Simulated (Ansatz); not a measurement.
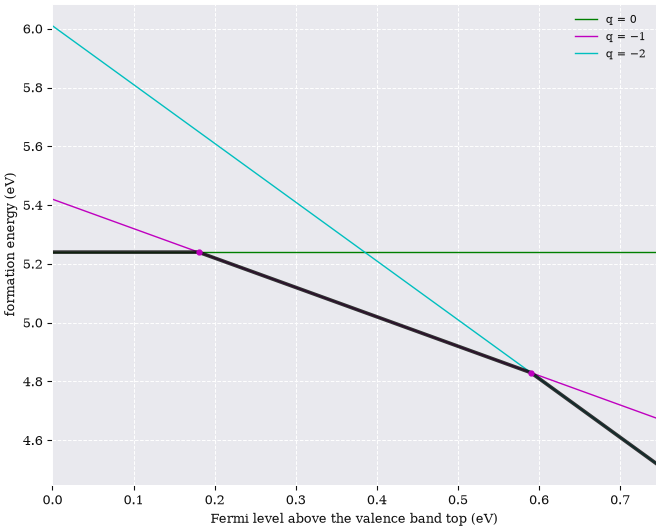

The plot gives the computed formation energy of each charge state against the Fermi level for vacancy (removed Zn) in ZnO. The thick line follows the lowest charge state; the axis spans the host's computed gap.

Structure:
```xyz
4
Lattice="3.2794 0.0000 0.0000 -1.6397 2.8400 0.0000 0.0000 0.0000 5.2932" Properties=species:S:1:pos:R:3 pbc="T T T"
Zn    1.6397    0.9467    2.6498
Zn    0.0000    1.8933    0.0032
O     1.6397    0.9467    4.6564
O     0.0000    1.8933    2.0098
```

Method: charge states of a point defect in a periodic supercell, each relaxed, energies over the elements' standard states with the Fermi level at the host's valence band top, point-charge and potential alignment terms added, no band filling term, levels over that top; plane waves with PAW datasets; energies extrapolated to zero smearing (Ansatz 0.2.0). Level: PBE, allowed.

host atoms in supercell 36; wave cutoff 420 eV; k mesh 2×2×2; occupations Gaussian; smearing width 0.01 eV; k shift (0.5, 0.5, 0.5) (mesh steps); start displacement 0.05 Å; defect kind vacancy; removed element Zn; defect place (0.6667, 0.3333, 0.5006) (fraction of the host cell vector); host gap 0.744 eV; static dielectric xx yy zz (10.55, 10.55, 11.59).

Where do the charge transition levels lie?

The stable charge changes at 0.18 eV (0/−1) and 0.59 eV (−1/−2) above the valence band top.

Which charge is stable in p-type, intrinsic and n-type conditions?

The lowest state is 0 at the valence band top, −1 at mid-gap and −2 at the conduction band bottom, 0.74 eV higher.

Note: a crossing between the sampled k points may be missed; charged cell in a neutralising background; coarse k mesh; narrow smearing for a metal; potential alignment in doubt; random start near the defect, other minima possible; small supercell; starting moments lost.
